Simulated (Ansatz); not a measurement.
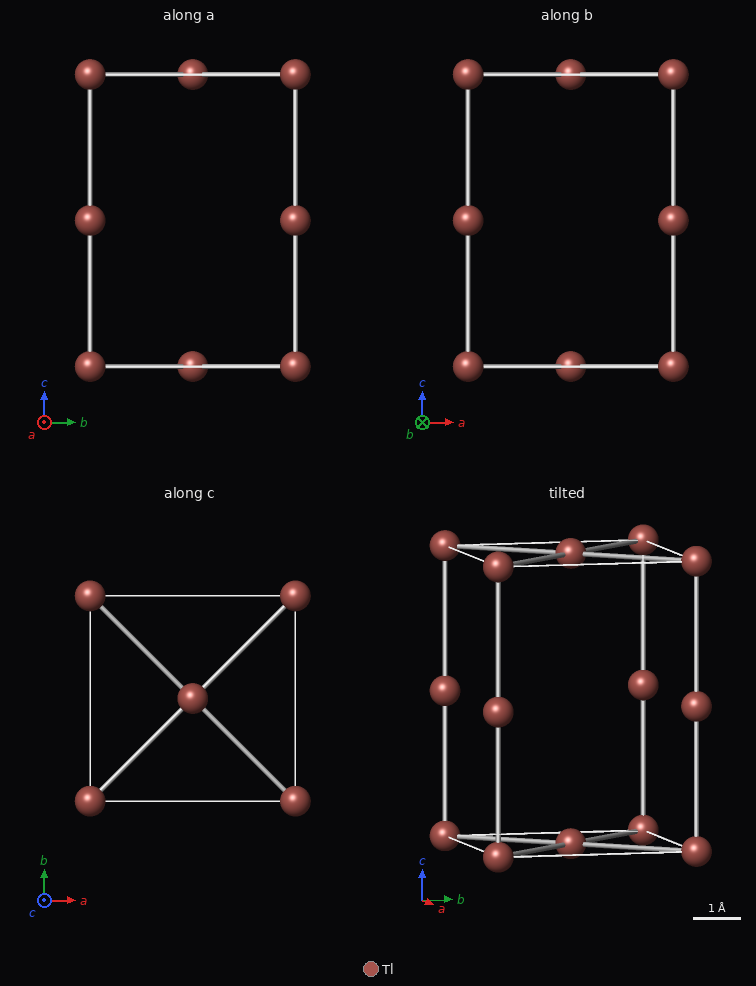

Drawn in the ball-and-stick manner and seen along the a axis, along the b axis, along the c axis and slightly off an axis. The frame is the conventional unit cell; atoms at its boundary are shown with their periodic copies.

Lattice parameters: a = 4.4384 Å, b = 4.4384 Å, c = 6.3131 Å, α = 90.000°, β = 90.000°, γ = 90.000°.

Q: Reconstruct the structure as a CIF in P1 with every atom of the cell.

A:
```cif
data_structure
_symmetry_space_group_name_H-M 'P 1'
_symmetry_Int_Tables_number 1
_cell_length_a 4.4384
_cell_length_b 4.4384
_cell_length_c 6.3131
_cell_angle_alpha 90.000
_cell_angle_beta 90.000
_cell_angle_gamma 90.000
_cell_volume 124.36
loop_
_atom_site_label
_atom_site_type_symbol
_atom_site_fract_x
_atom_site_fract_y
_atom_site_fract_z
_atom_site_occupancy
Tl1 Tl 0.5000 0.5000 0.0000 1
Tl2 Tl 0.0000 0.0000 0.0000 1
Tl3 Tl 0.0000 0.0000 0.5000 1
```

Its origin is a random cell made by a generator, so it need not be a real form of the element. Earlier steps of the study, as a rule a relaxation of our own, may have changed the cell and positions, so they can lie some per cent off the listed ones. Ansatz was used for an electronic-structure calculation on it.
